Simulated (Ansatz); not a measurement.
## Run report: Ta, geometry relaxation (part 3 of 3)

Continued. System: Ta (slab, 12 atoms in the cell). Method: DFT PBE+D3(BJ), scalar-relativistic, plane waves, PAW, no spin polarisation (Ansatz 0.2.0); cutoff 420 eV, 4×4×1 k-mesh, Gaussian smearing of 0.1 eV. The structure derives from an entry of the Crystallography Open Database. The input holds or restrains some coordinates. Forces given for the steps count only the free coordinates. It belongs to a series of runs on one base structure; here: clean slab, lower planes held.

Geometry of the input (Å; fractional positions):
```
5.6897  0.0000  0.0000
-1.8966  5.3643  0.0000
0.0000  0.0000  20.6456
Ta 0.2500  0.2500  0.3875
Ta 0.2500  0.7500  0.3875
Ta 0.7500  0.2500  0.3875
Ta 0.7500  0.7500  0.3875
Ta 0.5000  0.5000  0.5000
Ta 0.5000  0.0000  0.5000
Ta 0.0000  0.5000  0.5000
Ta 0.0000  0.0000  0.5000
Ta 0.7500  0.7500  0.6125
Ta 0.7500  0.2500  0.6125
Ta 0.2500  0.7500  0.6125
Ta 0.2500  0.2500  0.6125
```

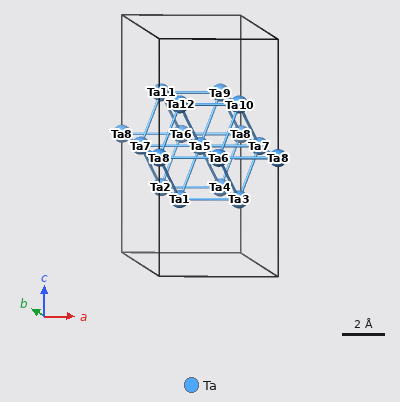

The geometry at step 3 of the log (ball-and-stick view of the cell of the calculation, with the vacuum cut short, seen slightly off an axis; atoms are numbered from 1 in the order of the input).

## Log, continued
```
--- Forces (eV/Å), atoms counted from 1 ---
  atom   1  Ta     0.00000000    -0.00000000     0.04201272
  atom   2  Ta     0.00000000    -0.00000000     0.04201272
  atom   3  Ta    -0.00000000    -0.00000000     0.04201272
  atom   4  Ta    -0.00000000    -0.00000000     0.04201272
  atom   5  Ta     0.00000000     0.00000000    -0.02378943
  atom   6  Ta     0.00000000     0.00000000    -0.02378943
  atom   7  Ta    -0.00000000     0.00000000    -0.02378943
  atom   8  Ta     0.00000000     0.00000000    -0.02378943
  atom   9  Ta     0.00000000     0.00000000    -0.01821498
  atom  10  Ta     0.00000000     0.00000000    -0.01821498
  atom  11  Ta     0.00000000     0.00000000    -0.01821498
  atom  12  Ta    -0.00000000     0.00000000    -0.01821498
  max |Σ_I F_I| component: 3.32e-5 eV/Å
--- Band table (eV; the first three rows and the last of 7) ---
  k-point 0: bands = ["-63.9704", "-63.9624", "-63.9017", "-63.9017", "-63.8999", "-63.8999", "-63.8599", "-63.8552", "-63.6311", "-63.5766", "-63.5766", "-63.5260", "-31.0078", "-31.0078", "-31.0025", "-30.9556", "-30.9257", "-30.9007", "-30.9007", "-30.8884", "-30.8884", "-30.6384", "-30.6335", "-30.6302", "-30.6067", "-30.5172", "-30.5172", "-30.5162", "-30.4441", "-30.2862", "-30.2862", "-30.1804", "-30.1804", "-30.1593", "-30.1289", "-30.0888", "-30.0143", "-30.0143", "-29.9405", "-29.8872", "-29.8870", "-29.8868", "-29.8736", "-29.8736", "-29.7164", "-29.7122", "-29.7122", "-29.6629", "-3.9228", "-2.2316", "-1.1978", "-0.6655", "-0.6655", "-0.5203", "-0.5149", "-0.5149", "-0.2185", "-0.0493", "0.3745", "0.3745", "0.3874", "1.7581", "1.8938", "1.8938", "1.8993", "1.9221", "1.9221", "1.9870", "1.9870", "2.3711", "2.6752", "3.0031", "3.1595", "3.2448", "3.2448", "3.6877", "3.9731", "4.0422", "4.0422", "4.6121", "4.6285", "4.7082", "4.7100", "5.1401", "5.1401", "5.3385", "6.1206", "6.1206", "6.1398", "6.3345", "6.7416", "6.8379", "6.8938", "7.0057"]
  k-point 1: bands = ["-63.9603", "-63.9534", "-63.9116", "-63.9094", "-63.8955", "-63.8935", "-63.8660", "-63.8618", "-63.6231", "-63.5846", "-63.5692", "-63.5334", "-30.9689", "-30.9279", "-30.9158", "-30.9072", "-30.8735", "-30.8690", "-30.8499", "-30.8310", "-30.7586", "-30.6593", "-30.6520", "-30.6399", "-30.5736", "-30.5337", "-30.5323", "-30.4976", "-30.4647", "-30.3169", "-30.2490", "-30.2268", "-30.2254", "-30.2180", "-30.1292", "-30.1137", "-30.0954", "-30.0096", "-29.9537", "-29.9441", "-29.9131", "-29.9051", "-29.8982", "-29.8723", "-29.8123", "-29.8093", "-29.7119", "-29.6954", "-3.4226", "-1.7509", "-1.0034", "-0.6828", "-0.4577", "-0.2613", "-0.1704", "-0.1034", "0.1707", "0.1825", "0.4464", "0.8426", "0.9668", "1.7726", "1.8454", "1.9673", "2.0258", "2.0355", "2.0920", "2.1413", "2.2875", "2.3326", "2.7062", "2.8149", "2.8667", "2.9811", "3.0039", "3.3816", "3.5317", "3.5466", "3.9536", "4.0450", "4.0537", "4.1458", "4.1538", "4.3707", "4.8244", "5.1405", "5.2630", "5.3469", "6.0738", "6.1177", "6.4592", "6.6203", "6.6374", "6.7257"]
  k-point 2: bands = ["-63.9359", "-63.9359", "-63.9316", "-63.9316", "-63.8806", "-63.8806", "-63.8778", "-63.8778", "-63.6039", "-63.6039", "-63.5513", "-63.5513", "-30.8816", "-30.8816", "-30.8384", "-30.8384", "-30.8300", "-30.8300", "-30.7592", "-30.7592", "-30.6973", "-30.6973", "-30.5862", "-30.5862", "-30.4940", "-30.4940", "-30.4730", "-30.4730", "-30.4254", "-30.4254", "-30.3955", "-30.3955", "-30.3203", "-30.3203", "-30.0975", "-30.0975", "-30.0375", "-30.0375", "-29.9909", "-29.9909", "-29.9819", "-29.9819", "-29.9227", "-29.9227", "-29.8782", "-29.8782", "-29.7081", "-29.7081", "-2.1822", "-2.1822", "-0.7852", "-0.7852", "0.3316", "0.3316", "0.3567", "0.3567", "0.4773", "0.4773", "1.0677", "1.0677", "1.7162", "1.7162", "1.7315", "1.7315", "1.9607", "1.9607", "2.0581", "2.0581", "2.4879", "2.4879", "2.7948", "2.7948", "2.8290", "2.8290", "2.9912", "2.9912", "3.0827", "3.0827", "3.2470", "3.2470", "3.6631", "3.6631", "3.8768", "3.8768", "4.8990", "4.8990", "5.2626", "5.2626", "5.3154", "5.3154", "5.4408", "5.4408", "6.5390", "6.5390"]
  k-point 6: bands = ["-63.9153", "-63.9153", "-63.9090", "-63.9090", "-63.9018", "-63.9018", "-63.9000", "-63.9000", "-63.5789", "-63.5789", "-63.5765", "-63.5765", "-30.8059", "-30.8059", "-30.7472", "-30.7472", "-30.7418", "-30.7418", "-30.5669", "-30.5669", "-30.5240", "-30.5240", "-30.5166", "-30.5166", "-30.4422", "-30.4422", "-30.4303", "-30.4303", "-30.4288", "-30.4288", "-30.4039", "-30.4039", "-30.3879", "-30.3879", "-30.3072", "-30.3072", "-30.1599", "-30.1599", "-30.1587", "-30.1587", "-29.9941", "-29.9941", "-29.9431", "-29.9431", "-29.9273", "-29.9273", "-29.9023", "-29.9023", "-1.6348", "-1.6348", "-0.1176", "-0.1176", "-0.0935", "-0.0935", "0.5721", "0.5721", "0.9016", "0.9016", "1.8757", "1.8757", "1.8760", "1.8760", "1.8976", "1.8976", "2.0946", "2.0946", "2.2606", "2.2606", "2.6316", "2.6316", "2.6645", "2.6645", "3.2785", "3.2785", "3.3126", "3.3126", "3.3968", "3.3968", "3.5685", "3.5685", "3.6032", "3.6032", "4.0155", "4.0155", "4.4179", "4.4179", "4.5255", "4.5255", "5.2610", "5.2610", "5.4448", "5.4448", "5.6593", "5.6593"]
--- Relaxed structure (5 steps of the walk, 3 accepted, 0 SCFs on fresh bases) ---
  F+E_penalty+E_count = -119183.11772956 eV   max|allowed force component| = 2.379e-2 eV/Å
  atoms:
    - { symbol: Ta, position: [0.25, 0.24999999999999997, 0.3874914624] }
    - { symbol: Ta, position: [0.25000000000000006, 0.75, 0.3874914624] }
    - { symbol: Ta, position: [0.75, 0.25, 0.3874914624] }
    - { symbol: Ta, position: [0.75, 0.75, 0.3874914624] }
    - { symbol: Ta, position: [0.5, 0.49999999999999994, 0.4977673829595356] }
    - { symbol: Ta, position: [0.5, 4.769903858516982e-19, 0.4977673829595356] }
    - { symbol: Ta, position: [2.7755575615628914e-17, 0.49999999999999994, 0.4977673829595356] }
    - { symbol: Ta, position: [1.5899679528137444e-19, 4.76990385837035e-19, 0.4977673829595356] }
    - { symbol: Ta, position: [0.75, 0.75, 0.6078282326078315] }
    - { symbol: Ta, position: [0.75, 0.25, 0.6078282326078315] }
    - { symbol: Ta, position: [0.25000000000000006, 0.75, 0.6078282326078315] }
    - { symbol: Ta, position: [0.25, 0.24999999999999997, 0.6078282326078315] }
```

## Trajectory as extended XYZ (Å, eV, eV/Å), 5 frames, from step=1 to step=5
```
12
Lattice="5.6897 0.0000 0.0000 -1.8966 5.3643 0.0000 0.0000 0.0000 20.6456" Properties=species:S:1:pos:R:3:forces:R:3 step=1 energy=-119183.04553
Ta    0.9483    1.3411    8.0000    0.0000   0.0000   0.3172
Ta    0.0000    4.0232    8.0000    0.0000   0.0000   0.3172
Ta    3.7931    1.3411    8.0000    0.0000   0.0000   0.3172
Ta    2.8448    4.0232    8.0000    0.0000   0.0000   0.3172
Ta    1.8966    2.6821   10.3228    0.0000   0.0000   0.0000
Ta    2.8448    0.0000   10.3228    0.0000   0.0000   0.0000
Ta   -0.9483    2.6821   10.3228    0.0000   0.0000   0.0000
Ta    0.0000    0.0000   10.3228    0.0000   0.0000   0.0000
Ta    2.8448    4.0232   12.6456    0.0000   0.0000  -0.3172
Ta    3.7931    1.3411   12.6456    0.0000   0.0000  -0.3172
Ta    0.0000    4.0232   12.6456    0.0000   0.0000  -0.3172
Ta    0.9483    1.3411   12.6456    0.0000   0.0000  -0.3172
12
Lattice="5.6897 0.0000 0.0000 -1.8966 5.3643 0.0000 0.0000 0.0000 20.6456" Properties=species:S:1:pos:R:3:forces:R:3 step=2 energy=-119183.04541 accepted=F
Ta    0.9483    1.3411    8.0000    0.0000   0.0000  -0.2808
Ta    0.0000    4.0232    8.0000    0.0000   0.0000  -0.2808
Ta    3.7931    1.3411    8.0000    0.0000   0.0000  -0.2808
Ta    2.8448    4.0232    8.0000    0.0000   0.0000  -0.2808
Ta    1.8966    2.6821   10.2383    0.0000   0.0000  -0.1851
Ta    2.8448    0.0000   10.2383    0.0000   0.0000  -0.1851
Ta   -0.9483    2.6821   10.2383    0.0000   0.0000  -0.1851
Ta    0.0000    0.0000   10.2383    0.0000   0.0000  -0.1851
Ta    2.8448    4.0232   12.4475    0.0000   0.0000   0.4659
Ta    3.7931    1.3411   12.4475    0.0000   0.0000   0.4659
Ta    0.0000    4.0232   12.4475    0.0000   0.0000   0.4659
Ta    0.9483    1.3411   12.4475    0.0000   0.0000   0.4659
12
Lattice="5.6897 0.0000 0.0000 -1.8966 5.3643 0.0000 0.0000 0.0000 20.6456" Properties=species:S:1:pos:R:3:forces:R:3 step=3 energy=-119183.04553
Ta    0.9483    1.3411    8.0000    0.0000   0.0000   0.3174
Ta    0.0000    4.0232    8.0000    0.0000   0.0000   0.3174
Ta    3.7931    1.3411    8.0000    0.0000   0.0000   0.3174
Ta    2.8448    4.0232    8.0000    0.0000   0.0000   0.3174
Ta    1.8966    2.6821   10.3228    0.0000   0.0000   0.0000
Ta    2.8448    0.0000   10.3228    0.0000   0.0000   0.0000
Ta   -0.9483    2.6821   10.3228    0.0000   0.0000   0.0000
Ta    0.0000    0.0000   10.3228    0.0000   0.0000   0.0000
Ta    2.8448    4.0232   12.6456    0.0000   0.0000  -0.3174
Ta    3.7931    1.3411   12.6456    0.0000   0.0000  -0.3174
Ta    0.0000    4.0232   12.6456    0.0000   0.0000  -0.3174
Ta    0.9483    1.3411   12.6456    0.0000   0.0000  -0.3174
12
Lattice="5.6897 0.0000 0.0000 -1.8966 5.3643 0.0000 0.0000 0.0000 20.6456" Properties=species:S:1:pos:R:3:forces:R:3 step=4 energy=-119183.04522 accepted=F
Ta    0.9483    1.3411    8.0000    0.0000   0.0000  -0.2812
Ta    0.0000    4.0232    8.0000    0.0000   0.0000  -0.2812
Ta    3.7931    1.3411    8.0000    0.0000   0.0000  -0.2812
Ta    2.8448    4.0232    8.0000    0.0000   0.0000  -0.2812
Ta    1.8966    2.6821   10.2382    0.0000   0.0000  -0.1853
Ta    2.8448    0.0000   10.2382    0.0000   0.0000  -0.1853
Ta   -0.9483    2.6821   10.2382    0.0000   0.0000  -0.1853
Ta    0.0000    0.0000   10.2382    0.0000   0.0000  -0.1853
Ta    2.8448    4.0232   12.4473    0.0000   0.0000   0.4665
Ta    3.7931    1.3411   12.4473    0.0000   0.0000   0.4665
Ta    0.0000    4.0232   12.4473    0.0000   0.0000   0.4665
Ta    0.9483    1.3411   12.4473    0.0000   0.0000   0.4665
12
Lattice="5.6897 0.0000 0.0000 -1.8966 5.3643 0.0000 0.0000 0.0000 20.6456" Properties=species:S:1:pos:R:3:forces:R:3 step=5 energy=-119183.11773
Ta    0.9483    1.3411    8.0000    0.0000   0.0000   0.0420
Ta    0.0000    4.0232    8.0000    0.0000   0.0000   0.0420
Ta    3.7931    1.3411    8.0000    0.0000   0.0000   0.0420
Ta    2.8448    4.0232    8.0000    0.0000   0.0000   0.0420
Ta    1.8966    2.6821   10.2767    0.0000   0.0000  -0.0238
Ta    2.8448    0.0000   10.2767    0.0000   0.0000  -0.0238
Ta   -0.9483    2.6821   10.2767    0.0000   0.0000  -0.0238
Ta    0.0000    0.0000   10.2767    0.0000   0.0000  -0.0238
Ta    2.8448    4.0232   12.5490    0.0000   0.0000  -0.0182
Ta    3.7931    1.3411   12.5490    0.0000   0.0000  -0.0182
Ta    0.0000    4.0232   12.5490    0.0000   0.0000  -0.0182
Ta    0.9483    1.3411   12.5490    0.0000   0.0000  -0.0182
```

## Key numbers

```csv
quantity,value
outcome,converged under the restraints of the input
electrons treated,156
free energy,−119183.1177 eV
"work function, top face",4.76 eV
"work function, bottom face",4.76 eV
Fermi energy,3.494 eV
gap on the k-point mesh,none (metallic)
final volume,630.13 Å³
work function (upper face),4.76 eV
"largest force (length of the vector) at the end, held atoms and coordinates included",0.042 eV/Å
hardware,"4 threads of Arm Neoverse V1, 24 GiB of memory available, shared host"
wall time,79 s (CPU time 5.2 min)
peak memory,1.5 GiB
```

## Remarks

Warnings of the run: the exchange-correlation potential is rough where the density is thin. Spin–orbit coupling is left out, which matters for Ta.
